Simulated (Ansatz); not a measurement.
**Two runs on ZrN**

System: ZrN (2 atoms in the cell).
Method of the first run: Kohn-Sham DFT of a periodic cell, revPBE, Ansatz PAW, no spin polarisation (Ansatz 0.2.0).

The structure derives from an entry of the Crystallography Open Database. Text and figures count atoms from 1; the logs count them from 0 in places.

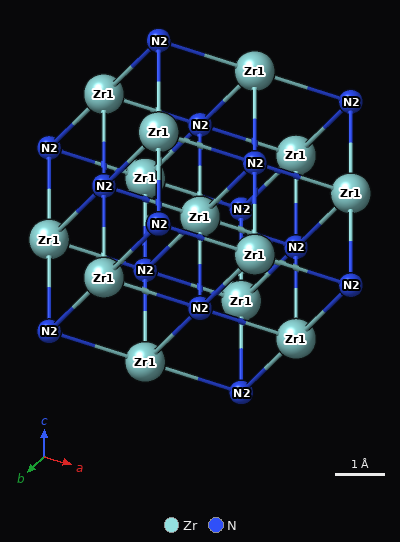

**Figure 1.** The structure as given in the input (ball-and-stick view of the cell 4 times as large as that of the calculation, set on its symmetry axes, seen at an oblique angle; atoms are numbered from 1 in the order of the input). Near neighbours in the crystal (not all of them lie inside the picture): Zr has 6 N at 2.30 Å; N has 6 Zr at 2.30 Å.

## The input, the first run
```yaml
crystal:
  lattice:
    - [0.0, 2.3, 2.3]
    - [2.3, 0.0, 2.3]
    - [2.3, 2.3, 0.0]
  atoms:
    - { symbol: Zr, position: [0.5, 0.5, 0.5] }
    - { symbol: "N", position: [0.0, 0.0, 0.0] }
hamiltonian:
  xc: revpbe
  pseudopotentials: { kind: paw }
kpoints:
  mp_grid: { grid: [10, 10, 10] }
scf:
  occupations: { method: fermi_dirac, width: 0.05 }
output:
  forces: true
  stress: true
relax:
  f_tol: 0.01
  max_steps: 40
  cell: { stress_tol: 0.05 }
```

Command:
```bash
ansatz run input.yaml --threads 2 --pin off --max-ram 5632MiB --backend cpu --events-out ev --progress --plain --runs-dir out
```

Hardware: 2 threads of Arm Neoverse V1, 24 GiB of memory available, shared host.

## Output, shortened to warnings, some set-up lines, iterations and results (the first run)
```
Basis set: ecut = 420 eV, 531 PW (Γ), exchange–correlation on 48×48×48 points (8 copies of the dense FFT grid, shifted against one another)
Symmetry: 48 space group operations
k-points: 47 of 1000
Initial density: superposition of atomic densities (neutral atoms: chi_scale 0, normalization atom), corrected by the library's trained network
[...]
SCF iter   1: F=—  HF=-4577.165314 eV  |F-HF|=—  |Δ(HF+E_count)|=         —  Δρ=2.16e-3  dr2=3.01e-4  ethr=1.77e-3  ⟨swp⟩=5.0  Hψ=3000  notcnv=0
SCF iter   2: F=—  HF=-4577.165157 eV  |F-HF|=—  |Δ(HF+E_count)|=   1.58e-4  Δρ=1.10e-3  dr2=7.91e-5  ethr=1.77e-6  ⟨swp⟩=2.0  Hψ=1349  notcnv=0
SCF iter   3: F=—  HF=-4577.165207 eV  |F-HF|=—  |Δ(HF+E_count)|=   5.05e-5  Δρ=2.14e-4  dr2=7.13e-6  ethr=4.65e-7  ⟨swp⟩=1.8  Hψ=820  notcnv=0
SCF iter   4: F=-4577.165207 eV  HF=-4577.165207 eV  |F-HF|=3.52e-8  |Δ(HF+E_count)|=   6.74e-7  Δρ=2.02e-5  dr2=5.48e-8  ethr=4.19e-8  ⟨swp⟩=2.1  Hψ=984  notcnv=0
SCF iter   5: F=-4577.165207 eV  HF=-4577.165207 eV  |F-HF|=2.28e-10  |Δ(HF+E_count)|=   5.10e-8  Δρ=6.12e-6  dr2=5.23e-9  ethr=3.22e-10  ⟨swp⟩=2.6  Hψ=1010  notcnv=0
[... 24 lines ...]
SCF iter   6: F=-4577.166381 eV  HF=-4577.166381 eV  |F-HF|=2.73e-12  |Δ(HF+E_count)|=  9.09e-13  Δρ=5.09e-9  dr2=2.49e-15  ethr=1.00e-12  ⟨swp⟩=1.0  Hψ=611  notcnv=0
SCF iter   7: F=-4577.166381 eV  HF=-4577.166381 eV  |F-HF|=0.00e0  |Δ(HF+E_count)|=  2.73e-12  Δρ=7.56e-10  dr2=8.64e-17  ethr=1.00e-12  ⟨swp⟩=1.0  Hψ=611  notcnv=0
SCF iter   8: F=-4577.166381 eV  HF=-4577.166381 eV  |F-HF|=9.09e-13  |Δ(HF+E_count)|=  2.73e-12  Δρ=1.25e-10  dr2=2.21e-18  ethr=1.00e-12  ⟨swp⟩=2.0  Hψ=1629  notcnv=0
SCF 4 converged in 8 iterations: F = -4577.166381 eV  dr2 = 2.21e-18
relax step   4: F+E_penalty+E_count = -4577.16638059 eV  Δ(F+E_penalty+E_count) = -4.438e-4 eV  max|allowed force component| = 5.916e-29 eV/Å  Δτ_max = 0.0000 Å  P = +0.010 …
basis re-selected at this cell: Δ(F+E_penalty+E_count) = -4.438e-4 eV, ΔP = +0.025 GPa vs the last step (what re-selecting the basis moved, of the pressure what is left beyond the Pulay correction that the steps carried, after the strain that the cell walked since its last selection, with what the …
SCF converged after 8 iterations
Free energy (F): -4577.166381 eV
Harris-Foulkes:  -4577.166381 eV  (|F-HF|=9.09e-13)
Internal energy: -4577.159917 eV  (E = F + TS)
E sigma→0 (E₀):  -4577.163149 eV
Entropy (-TS):   -0.006464 eV (-3.232 meV/atom)
Fermi energy:    17.468803 eV
--- Per-component energies (eV) ---
  E_band       = -30.501323
  E_kinetic    = 466.432572
  E_local      = -631.952246  (includes V_loc(G=0)·N_el)
  E_nonlocal   = 121.989249
  E_hartree    = 190.333615
  E_xc         = -224.250790
  E_vxc        = -270.375748  (∫ρ·V_xc dr)
  E_paw        = -3085.869456  (= ΣΔE_a)
  E_vpaw       = -97.262494  (= ΣTr[D̂ρ^β])
  E_aug_tail   = 0.000114  (compensation charges beyond the density's cutoff)
  E_ewald      = -1413.773242
  E_core_change = -0.069731  (= ΣΔE_core)
  E_smearing   = -0.006464  (= −TS)
  E_closure    = 0.000000  (closes the sum)
  Σ components = -4577.166381   (vs F -4577.166381, Δ=0.00e0)
--- Forces (eV/Å), atoms counted from 1 ---
  atom   1  Zr     0.00000000    -0.00000000    -0.00000000
  atom   2  N     -0.00000000     0.00000000     0.00000000
  max |Σ_I F_I| component: 1.09e-28 eV/Å
--- Stress (GPa, compression-positive) ---
        0.010282      -0.000000      -0.000000
       -0.000000       0.010282      -0.000000
       -0.000000      -0.000000       0.010282
  P = ⅓ Tr σ = 0.0103 GPa (0.103 kbar)
--- Relaxed structure (3 steps of the walk, 3 accepted, 1 SCFs on fresh bases) ---
  F+E_penalty+E_count = -4577.16638059 eV   max|allowed force component| = 5.916e-29 eV/Å   (the final SCF, on the basis selected at the relaxed cell)
  cell:  # Å, volume = 24.5239 Å³
    - [-1.6295331905812595e-33, 2.305966989702329, 2.305966989702329]
    - [2.305966989702329, -3.057223219737353e-34, 2.305966989702329]
    - [2.305966989702329, 2.305966989702329, -6.104587840021415e-34]
  atoms:
    - { symbol: Zr, position: [0.49999999999999994, 0.49999999999999994, 0.49999999999999994] }
    - { symbol: N, position: [8.72250880615987e-37, -3.05287808214134e-36, -4.7973798433624065e-36] }
```

The input of the second run differs as follows (lines with − go, lines with + come):
```diff
-  xc: revpbe
+  xc: lda
```

How does the second run compare with the first run?

The total energies belong to different methods, so their difference says nothing on which is more stable or more accurate. The volume per atom goes from 12.26 to 11.58 Å³. The functional changes from revPBE to LDA. The SCF takes 43 iterations over all geometry steps against 26. On the same kind of shared host the second run took about 1.6 times as long.

## Output, shortened to warnings, some set-up lines, iterations and results (the second run)
```
Basis set: ecut = 420 eV, 531 PW (Γ)
Symmetry: 48 space group operations
k-points: 47 of 1000
Initial density: superposition of atomic densities (neutral atoms: chi_scale 0, normalization atom), corrected by the library's trained network
[...]
SCF iter   1: F=—  HF=-4455.298067 eV  |F-HF|=—  |Δ(HF+E_count)|=         —  Δρ=9.28e-3  dr2=2.12e-2  ethr=1.77e-3  ⟨swp⟩=5.1  Hψ=3009  notcnv=0
SCF iter   2: F=—  HF=-4455.295245 eV  |F-HF|=—  |Δ(HF+E_count)|=   2.82e-3  Δρ=5.78e-3  dr2=9.14e-3  ethr=1.25e-4  ⟨swp⟩=1.2  Hψ=997  notcnv=0
SCF iter   3: F=—  HF=-4455.293342 eV  |F-HF|=—  |Δ(HF+E_count)|=   1.90e-3  Δρ=8.39e-4  dr2=8.35e-5  ethr=5.38e-5  ⟨swp⟩=2.1  Hψ=805  notcnv=0
SCF iter   4: F=—  HF=-4455.293310 eV  |F-HF|=—  |Δ(HF+E_count)|=   3.27e-5  Δρ=1.46e-4  dr2=2.93e-6  ethr=4.91e-7  ⟨swp⟩=2.2  Hψ=984  notcnv=0
SCF iter   5: F=—  HF=-4455.293309 eV  |F-HF|=—  |Δ(HF+E_count)|=   8.51e-7  Δρ=3.77e-5  dr2=3.20e-7  ethr=1.72e-8  ⟨swp⟩=1.4  Hψ=633  notcnv=0
[... 47 lines ...]
SCF iter   5: F=-4455.341872 eV  HF=-4455.341872 eV  |F-HF|=0.00e0  |Δ(HF+E_count)|=  9.09e-13  Δρ=3.66e-8  dr2=2.66e-13  ethr=1.00e-12  ⟨swp⟩=1.0  Hψ=611  notcnv=0
SCF iter   6: F=-4455.341872 eV  HF=-4455.341872 eV  |F-HF|=2.73e-12  |Δ(HF+E_count)|=    0.00e0  Δρ=1.72e-8  dr2=5.64e-14  ethr=1.00e-12  ⟨swp⟩=1.0  Hψ=611  notcnv=0
SCF iter   7: F=-4455.341872 eV  HF=-4455.341872 eV  |F-HF|=1.82e-12  |Δ(HF+E_count)|=  1.82e-12  Δρ=1.09e-8  dr2=2.30e-14  ethr=1.00e-12  ⟨swp⟩=2.0  Hψ=1761  notcnv=0
SCF 7 converged in 7 iterations: F = -4455.341872 eV  dr2 = 2.30e-14
relax step   7: F+E_penalty+E_count = -4455.34187229 eV  Δ(F+E_penalty+E_count) = +0.000e0 eV  max|allowed force component| = 5.719e-30 eV/Å  Δτ_max = 0.0000 Å  P = -0.001 …
basis re-selected at this cell: Δ(F+E_penalty+E_count) = +0.000e0 eV, ΔP = -0.002 GPa vs the last step (what re-selecting the basis moved, of the pressure what is left beyond the Pulay correction that the steps carried, after the strain that the cell walked since its last selection, with what the …
SCF converged after 7 iterations
Free energy (F): -4455.341872 eV
Harris-Foulkes:  -4455.341872 eV  (|F-HF|=1.82e-12)
Internal energy: -4455.335970 eV  (E = F + TS)
E sigma→0 (E₀):  -4455.338921 eV
Entropy (-TS):   -0.005902 eV (-2.951 meV/atom)
Fermi energy:    18.135246 eV
--- Per-component energies (eV) ---
  E_band       = -17.239346
  E_kinetic    = 470.040054
  E_local      = -604.988017  (includes V_loc(G=0)·N_el)
  E_nonlocal   = 128.801916
  E_hartree    = 181.248773
  E_xc         = -223.190081
  E_vxc        = -270.854447  (∫ρ·V_xc dr)
  E_paw        = -2966.641212  (= ΣΔE_a)
  E_vpaw       = -102.736511  (= ΣTr[D̂ρ^β])
  E_aug_tail   = 0.000113  (compensation charges beyond the density's cutoff)
  E_ewald      = -1441.057961
  E_core_change = 0.450445  (= ΣΔE_core)
  E_smearing   = -0.005902  (= −TS)
  E_closure    = -0.000000  (closes the sum)
  Σ components = -4455.341872   (vs F -4455.341872, Δ=0.00e0)
--- Forces (eV/Å), atoms counted from 1 ---
  atom   1  Zr     0.00000000    -0.00000000    -0.00000000
  atom   2  N     -0.00000000    -0.00000000     0.00000000
  max |Σ_I F_I| component: 9.60e-30 eV/Å
--- Stress (GPa, compression-positive) ---
       -0.001101      -0.000000      -0.000000
       -0.000000      -0.001101      -0.000000
       -0.000000      -0.000000      -0.001101
  P = ⅓ Tr σ = -0.0011 GPa (-0.011 kbar)
--- Relaxed structure (5 steps of the walk, 5 accepted, 2 SCFs on fresh bases) ---
  F+E_penalty+E_count = -4455.34187229 eV   max|allowed force component| = 5.719e-30 eV/Å   (the final SCF, on the basis selected at the relaxed cell)
  cell:  # Å, volume = 23.1571 Å³
    - [-3.582688643910181e-34, 2.2623062467478308, 2.2623062467478308]
    - [2.2623062467478308, -3.5173984881301906e-33, 2.2623062467478308]
    - [2.2623062467478308, 2.2623062467478308, -2.3948248554609275e-33]
  atoms:
    - { symbol: Zr, position: [0.5, 0.5, 0.5] }
    - { symbol: N, position: [-1.570051585097021e-35, 1.3956014089749886e-35, 4.1868042269270276e-35] }
```

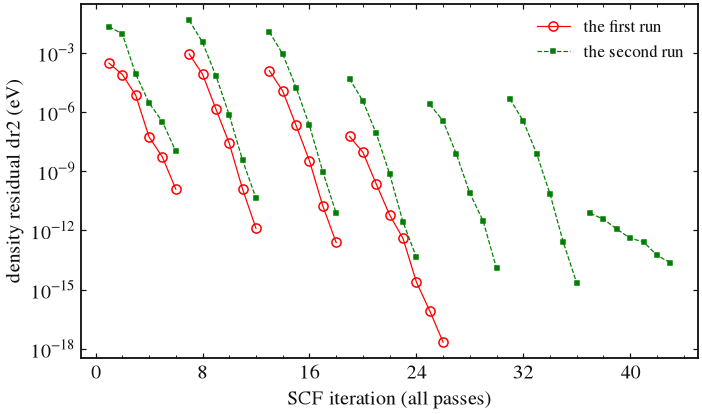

**Figure 2.** Convergence of the two runs: density residual dr2 against the SCF iteration. A break in a curve parts two SCF passes. The first run takes 26 iterations in all, and the second run takes 43.

## The two runs side by side

| quantity | the first run | the second run |
| --- | --- | --- |
| outcome | converged | converged |
| free energy per atom (eV) | −2288.5832 | −2227.6709 |
| energy per atom, smearing taken to zero (eV) | −2288.5816 | −2227.6695 |
| pressure (GPa) | 0.01 | 0.00 |
| volume per atom (Å³) | 12.26 | 11.58 |
| largest force (eV/Å) | 0.000 | 0.000 |
| SCF iterations | 26 | 43 |
| irreducible k-points | 47 | 47 |
| wall time (shared host) | 2.4 s | 3.8 s |

For both runs: The cell holds an odd number of electrons but the run has no spin polarisation, so it comes out as a metal. For the first run: Points of doubt noted for this run: forces on files of another functional.
